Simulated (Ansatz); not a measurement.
**Run report: P, geometry relaxation (part 1 of 2)**

System: P (Cmce, 4 atoms in the cell).
Method: DFT r2SCAN, scalar-relativistic, plane waves, PAW, no spin polarisation (Ansatz 0.2.0).

The structure derives from an entry of the Crystallography Open Database. Figures and captions count atoms from 1; the log counts them from 0 in places.

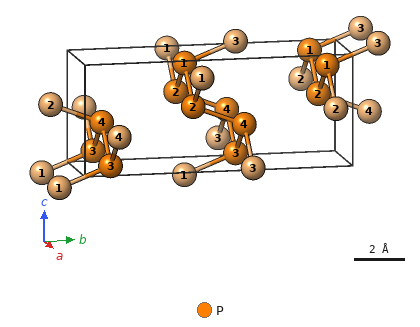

*The structure as given in the input (ball-and-stick view of the cell 2 times as large as that of the calculation, set on its symmetry axes, seen slightly off an axis; neighbours outside the cell are drawn fainter; atoms are numbered from 1 in the order of the input). An atom can appear more than once, as a periodic image.*

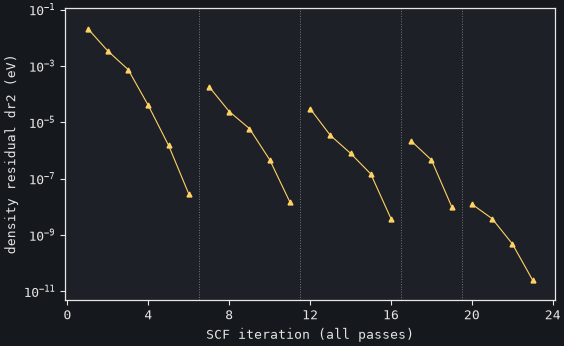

*Convergence of the self-consistent field: density residual dr2 against the SCF iteration. The dotted lines part the SCF passes of the relaxation: geometry steps, rejected trials and re-solves on a re-selected basis.*

The 5 passes take 3 to 6 iterations each, 23 in all.

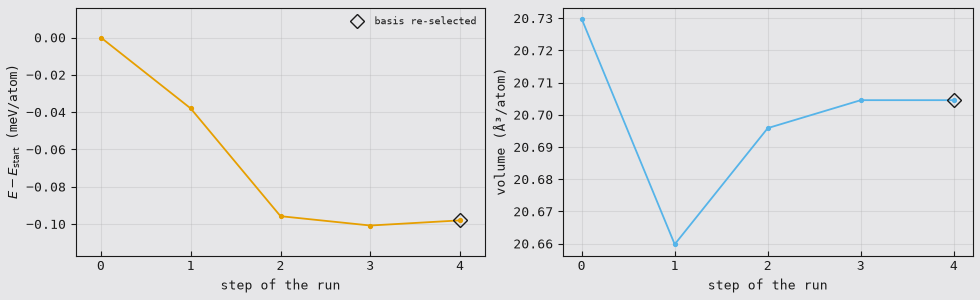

*Progress of the relaxation, step by step (the first geometry is step 0 here and step 1 in the log).*

Over 3 geometry steps the energy falls by 0.1 meV per atom. The largest force component goes from 0.027 to 0.0011 eV/Å. Pressure: −0.10 GPa at the start and 0.00 GPa at the end. The atoms keep their places relative to the cell (all moves are under 0.005 Å). Cell: a 3.306 → 3.300 Å (−0.2 %), b 10.998 → 11.020 Å (+0.2 %), c 4.561 → 4.555 Å (−0.1 %). Volume −0.1 %. The space group stays Cmce (No. 64). A last SCF at the same geometry on a re-selected plane-wave basis shifts the energy by +0.0 meV per atom.

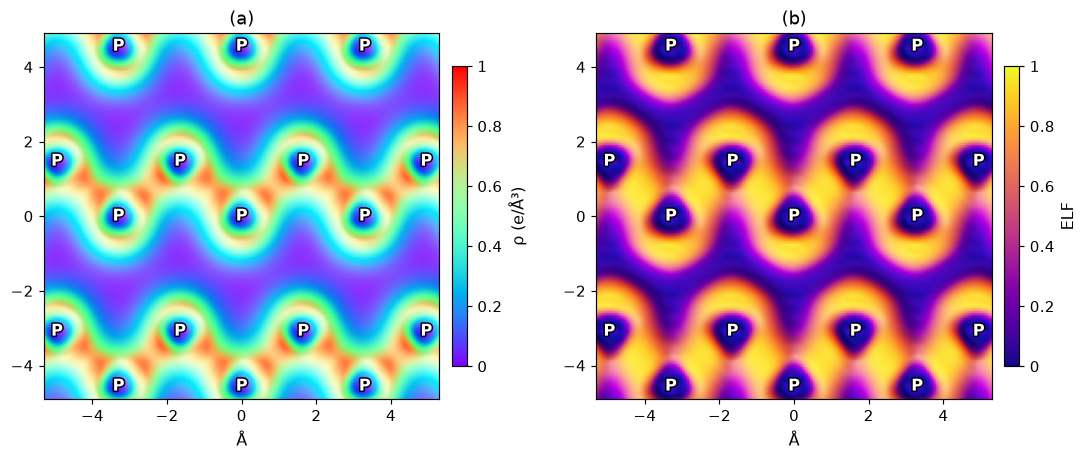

*(a) valence pseudo-density; (b) electron localisation function on the (010) plane of the conventional cell.*

Atoms in the plane: P. Away from the nuclei the density in this plane falls to 0.04 e/Å³ at its lowest. In a PAW calculation such maps are meaningful between the atoms, not at the nuclei.

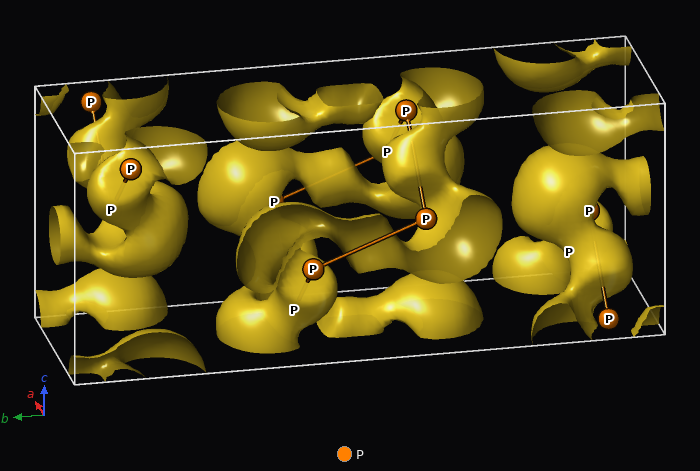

*Isosurface of the electron localisation function at 0.75 (yellow), seen at an oblique angle. Only the valence region is drawn (cores and ρ < 0.01 e/Å³ removed). Sticks mark near contacts. The outline is the cell set on symmetry axes.*

The ELF exceeds this value in sheets that run through the cell in two directions, counted in one cell of 8 atoms.  Values along the shortest contacts:

The input and output of the run follow.

### Input
```yaml
crystal:
  lattice:
    - [1.6530087505, -5.4990761309, 0.0]
    - [1.6530087505, 5.4990761309, 0.0]
    - [0.0, 0.0, 4.5610121592]
  atoms:
    - { symbol: P, position: [0.0953934769, 0.9046065231, 0.9113265926] }
    - { symbol: P, position: [0.5953934769, 0.4046065231, 0.5886734074] }
    - { symbol: P, position: [0.9046065231, 0.0953934769, 0.0886734074] }
    - { symbol: P, position: [0.4046065231, 0.5953934769, 0.4113265926] }
basis:
  ecutwfc: 500
kpoints:
  mp_grid: { grid: [12, 12, 8] }
hamiltonian:
  xc: r2scan
scf:
  occupations: { method: gaussian, width: 0.01 }
output:
  forces: true
  stress: true
  eigenvalues: true
  write_density: true
  write_potential: true
  elf: true
  volumetric_format: npy
relax:
  adjacent_minimum: "off"
  f_tol: 0.005
  max_steps: 80
  cell: { stress_tol: 0.05 }
```

Run as:
```bash
ansatz run input.yaml --threads 2 --pin off --max-ram 5120MiB --backend cpu --events-out ev --progress --plain --runs-dir out
```

### The program's output
```
Engine: ansatz 0.2.0, x86_64-unknown-linux-gnu
Pseudopotentials: kind: paw
Pseudopotential: P, paw, valence charge 5, recommended cutoff 500 eV (meta_gga), P.paw.azcp
Functional definition: r2SCAN
  parameter k0 = 0.174
  parameter k1 = 0.065
  parameter a1 = 4.9479
  exchange = r2scan_x(k0 = k0, k1 = k1, a1 = a1)
  correlation = r2scan_c
Crystal: 4 atoms, lattice volume = 82.919 Å³
Basis set: ecut = 500 eV, 2107 PW (Γ), exchange–correlation on 180×180×144 points (64 copies of the dense FFT grid, shifted against one another)
Bands: 14, of which v1, the nominal top of the filled ones, is band 10 counted from 1 (9 counted from 0)
Symmetry: 8 space group operations
Space group: Cmce (ITA 64), of the structure as read, at distance tolerance 4.4e-5 Å
k-points: 215 of 1152
Non-local potential: P, projectors of the file, l = 0: 2, l = 1: 2, l = 2: 2
PAW form: soft (Blöchl's): semilocal exchange-correlation on the pseudo side does not see the compensation charge
PAW frozen core: P, regenerated for the run's functional (the file was generated under x = pbe(κ = 0.804, μ = 0.2195149727645171), c = pbe(β = 0.06672455060314922))
PAW one-centre angular grid: P, 302 points (default); XC on 160 Gauss nodes
Initial density: superposition of atomic densities (neutral atoms: chi_scale 0, normalization atom), corrected by the library's trained network
Initial wavefunctions: pseudopotential atomic-orbital guess
Functional: x = r2scan, c = r2scan; τ floored in thin density (d = 2e-4 eV/Å³)
SCF iter   1: F=—  HF=-3036.628705 eV  |F-HF|=—  |Δ(HF+E_count)|=         —  Δρ=4.61e-3  dr2=2.14e-2  dr2_τ=3.22e-2  ethr=1.77e-3  ⟨swp⟩=8.0  Hψ=23124  notcnv=0
preconditioner: auto → none  [insulator: Δε(μ)=0.262 eV  Ē_g=9.429 eV  σ=0.010 eV  W_gap=1.00  n_scr=12 (ndim 8)  ℏωp=18.2 eV  f_vac=0.000  D(μ)=0.00/eV (n_scr^D=0)  ε∞_Penn≈4.7]
SCF iter   2: F=—  HF=-3036.657769 eV  |F-HF|=—  |Δ(HF+E_count)|=   2.91e-2  Δρ=2.23e-3  dr2=3.38e-3  dr2_τ=1.21e-4  ethr=1.07e-4  ⟨swp⟩=3.7  Hψ=8762  notcnv=0
SCF iter   3: F=—  HF=-3036.657667 eV  |F-HF|=—  |Δ(HF+E_count)|=   1.03e-4  Δρ=1.07e-3  dr2=7.47e-4  dr2_τ=2.09e-5  ethr=1.69e-5  ⟨swp⟩=3.0  Hψ=5964  notcnv=0
SCF iter   4: F=—  HF=-3036.657673 eV  |F-HF|=—  |Δ(HF+E_count)|=   5.97e-6  Δρ=2.56e-4  dr2=3.96e-5  dr2_τ=1.66e-6  ethr=3.74e-6  ⟨swp⟩=2.1  Hψ=5414  notcnv=0
SCF iter   5: F=—  HF=-3036.657696 eV  |F-HF|=—  |Δ(HF+E_count)|=   2.30e-5  Δρ=4.92e-5  dr2=1.52e-6  dr2_τ=5.75e-8  ethr=1.98e-7  ⟨swp⟩=2.7  Hψ=6135  notcnv=0
SCF iter   6: F=-3036.657697 eV  HF=-3036.657697 eV  |F-HF|=2.03e-8  |Δ(HF+E_count)|=   9.60e-7  Δρ=6.85e-6  dr2=2.87e-8  dr2_τ=1.05e-9  ethr=5.00e-10  ⟨swp⟩=11.3  Hψ=29465  notcnv=0
SCF 1 converged in 6 iterations: F = -3036.657697 eV  dr2 = 2.87e-8
  Residual-converged pass: ⟨swp⟩=1.2  Hψ=3938  notcnv=0  max |occ|·‖R‖ = 7.1e-9 eV (tolerance 1.0e-8 eV)  dr2=2.87e-8  dr2_τ=1.05e-9  dr2_onsite=6.37e-10  max |Δocc| = 5.9e-99
  greatest PAW one-centre occupation: 0.806 electrons in one spin orbital (limit 2), on the P atom at site 3 (counted from 0), in its partial waves of l = 0
relax step   1: F+E_penalty+E_count = -3036.65769657 eV  Δ(F+E_penalty+E_count) = +0.000e0 eV  max|allowed force component| = 2.679e-2 eV/Å  Δτ_max = 0.0000 Å  P = -0.101 GPa  Ω = 82.919 Å³  (6 SCF iters, dr2 threshold 1.00e-7 eV, accepted)
Crystal: 4 atoms, lattice volume = 82.639 Å³
Initial density: handed on by an earlier stage of this run
Initial wavefunctions: those handed on with the density
iter 1 solved again at ethr=9.14e-7 eV; its pass at ethr=3.10e-3 eV (dr2=1.83e-4 eV) is discarded
SCF iter   1: F=—  HF=-3036.657693 eV  |F-HF|=—  |Δ(HF+E_count)|=         —  Δρ=4.31e-4  dr2=1.85e-4  dr2_τ=4.57e-5  ethr=9.14e-7  ⟨swp⟩=3.0  Hψ=25539  notcnv=0
preconditioner: auto → none  [insulator: Δε(μ)=0.241 eV  Ē_g=9.439 eV  σ=0.010 eV  W_gap=1.00  n_scr=12 (ndim 8)  ℏωp=18.3 eV  f_vac=0.000  D(μ)=0.00/eV (n_scr^D=0)  ε∞_Penn≈4.7]
SCF iter   2: F=—  HF=-3036.657847 eV  |F-HF|=—  |Δ(HF+E_count)|=   1.53e-4  Δρ=1.87e-4  dr2=2.42e-5  dr2_τ=4.20e-7  ethr=9.14e-7  ⟨swp⟩=2.1  Hψ=5612  notcnv=0
SCF iter   3: F=—  HF=-3036.657849 eV  |F-HF|=—  |Δ(HF+E_count)|=   1.99e-6  Δρ=7.90e-5  dr2=6.00e-6  dr2_τ=1.03e-7  ethr=1.21e-7  ⟨swp⟩=2.2  Hψ=4738  notcnv=0
SCF iter   4: F=—  HF=-3036.657849 eV  |F-HF|=—  |Δ(HF+E_count)|=  7.18e-10  Δρ=2.52e-5  dr2=4.71e-7  dr2_τ=1.19e-8  ethr=3.00e-8  ⟨swp⟩=2.1  Hψ=4614  notcnv=0
SCF iter   5: F=-3036.657849 eV  HF=-3036.657849 eV  |F-HF|=1.39e-8  |Δ(HF+E_count)|=   1.18e-7  Δρ=6.24e-6  dr2=1.48e-8  dr2_τ=2.99e-10  ethr=2.00e-9  ⟨swp⟩=12.1  Hψ=26522  notcnv=0
SCF 2 converged in 5 iterations: F = -3036.657849 eV  dr2 = 1.48e-8
relax step   2: F+E_penalty+E_count = -3036.65784881 eV  Δ(F+E_penalty+E_count) = -1.522e-4 eV  max|allowed force component| = 4.317e-2 eV/Å  Δτ_max = 0.0032 Å  P = +0.072 GPa  Ω = 82.639 Å³  energy of the carried Pulay correction = +2.766e-5 eV  (5 SCF iters, dr2 threshold 4.00e-7 eV, accepted)
Crystal: 4 atoms, lattice volume = 82.784 Å³
iter 1 solved again at ethr=1.72e-7 eV; its pass at ethr=3.10e-3 eV (dr2=3.43e-5 eV) is discarded
SCF iter   1: F=—  HF=-3036.658045 eV  |F-HF|=—  |Δ(HF+E_count)|=         —  Δρ=1.74e-4  dr2=3.06e-5  dr2_τ=1.07e-5  ethr=1.72e-7  ⟨swp⟩=3.9  Hψ=25593  notcnv=0
preconditioner: auto → none  [insulator: Δε(μ)=0.251 eV  Ē_g=9.435 eV  σ=0.010 eV  W_gap=1.00  n_scr=12 (ndim 8)  ℏωp=18.3 eV  f_vac=0.000  D(μ)=0.00/eV (n_scr^D=0)  ε∞_Penn≈4.7]
SCF iter   2: F=—  HF=-3036.658079 eV  |F-HF|=—  |Δ(HF+E_count)|=   3.43e-5  Δρ=7.72e-5  dr2=3.45e-6  dr2_τ=8.10e-8  ethr=1.53e-7  ⟨swp⟩=2.1  Hψ=4764  notcnv=0
SCF iter   3: F=—  HF=-3036.658080 eV  |F-HF|=—  |Δ(HF+E_count)|=   9.83e-7  Δρ=3.13e-5  dr2=7.94e-7  dr2_τ=1.53e-8  ethr=1.72e-8  ⟨swp⟩=2.2  Hψ=4681  notcnv=0
SCF iter   4: F=—  HF=-3036.658080 eV  |F-HF|=—  |Δ(HF+E_count)|=   9.74e-8  Δρ=1.20e-5  dr2=1.47e-7  dr2_τ=2.81e-9  ethr=3.97e-9  ⟨swp⟩=2.2  Hψ=4870  notcnv=0
SCF iter   5: F=-3036.658080 eV  HF=-3036.658080 eV  |F-HF|=9.43e-10  |Δ(HF+E_count)|=   4.82e-9  Δρ=2.63e-6  dr2=3.81e-9  dr2_τ=4.47e-11  ethr=6.67e-10  ⟨swp⟩=11.4  Hψ=24552  notcnv=0
SCF 3 converged in 5 iterations: F = -3036.658080 eV  dr2 = 3.81e-9
```
